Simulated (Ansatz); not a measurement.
# Geometry relaxation, with input and output: Li₂NbO₆ (part 3 of 3)

Li₂NbO₆ (9 atoms in the cell); DFT PBE, scalar-relativistic, plane waves, PAW, spin-polarised (Ansatz 0.2.0); cutoff 420 eV, 6×6×10 k-mesh, Gaussian smearing of 0.1 eV, collinear spins. The structure was made by a generator, so it may or may not be a known phase.

Geometry of the input (Å; fractional positions):
```
5.9792  0.0000  0.0000
-2.9896  5.1782  0.0000
0.0000  0.0000  3.9735
Li 0.3333  0.6667  0.4354
Li 0.6667  0.3333  0.5646
Nb 0.0000  0.0000  0.0000
O  0.8403  0.6806  0.7196
O  0.3194  0.1597  0.7196
O  0.8403  0.1597  0.7196
O  0.1597  0.3194  0.2804
O  0.6806  0.8403  0.2804
O  0.1597  0.8403  0.2804
```

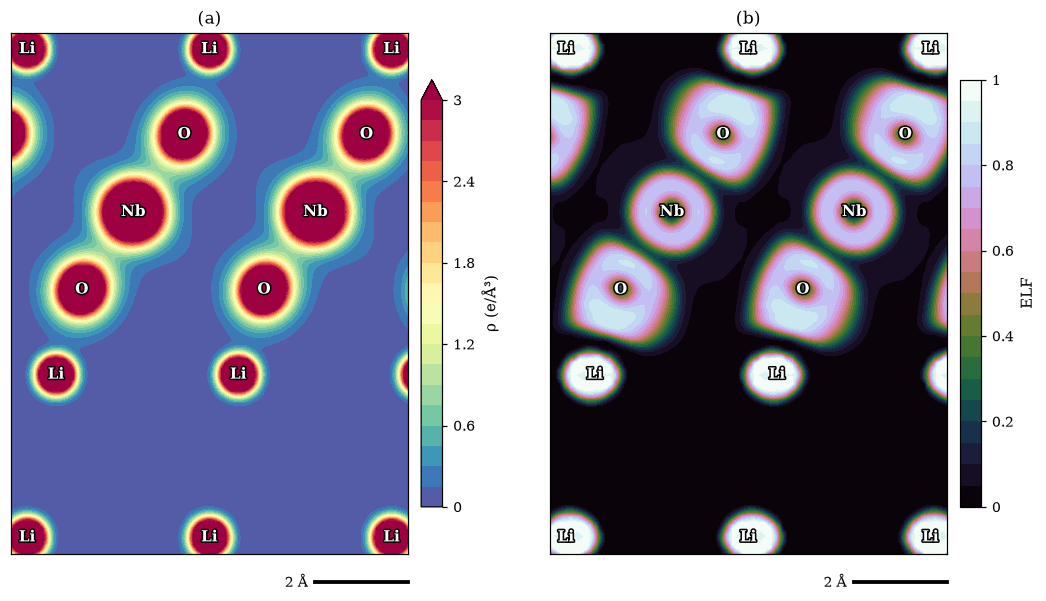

(a) valence charge density (pseudo); (b) ELF on the (110) plane of the conventional cell. The section cuts through Li, Nb and O sites. Li–O (1.90 Å): ρ at the midpoint is about 0.42 e/Å³; the ELF is about 0.65 at the midpoint. Nb–O (1.99 Å): ρ at the midpoint is about 0.89 e/Å³; the ELF peaks at about 0.85 in the valence shell of O, 0.6 Å from its nucleus, and drops to about 0.25 between the two atoms; a polar contact without a shared pair, in a metal. The density dies away to nearly zero in the voids. The strong features right at Li and Nb lie inside the PAW spheres (semicore, d or f shells) and say nothing about bonding.
